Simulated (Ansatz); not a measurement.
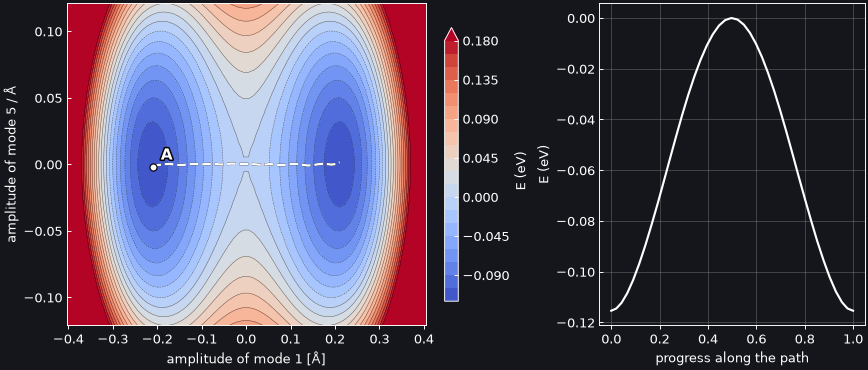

HfO2 (Fm-3m, No. 225; 6 atoms in the cell). The energy is mapped over two normal modes frozen in (zone-centre modes of the 6-atom cell of this scan, which folds in the wave vector (0, 1/2, 1/2) of the primitive cell). First axis: amplitude of mode 1 (219i cm⁻¹), largest displacement. Second axis: amplitude of mode 5 (97 cm⁻¹), largest displacement. Nothing is relaxed (the cell and all other modes fixed). Grid: 11 × 11 points; 36 points were computed and 85 follow by symmetry. Points are written as (first, second). All energies are given in eV per cell relative to the relaxed high-symmetry cell. The calculation used Ansatz, DFT PBEsol, scalar-relativistic, plane waves, PAW. Settings: cutoff 520 eV, k-mesh 6×6×6, gaussian smearing 0.05 eV, no spin polarisation.

The picture shows filled contours, a line along the lowest path, one colour for all values above the top of the scale, the energy along the path at the right, the start A. Between grid points the surface is interpolated.

**Describe the path and its barrier.**

The easiest path leads from the well at about (−0.21 Å, 0.00 Å) to a well of about the same depth at about (0.21 Å, 0.00 Å). Its highest point lies about 0.12 eV above the bottom of the first well on the interpolated surface, at (0.000 Å, 0.000 Å). This is the barrier on the constrained surface; relaxing the other coordinates would change it.

PAW datasets: the set soft_1.
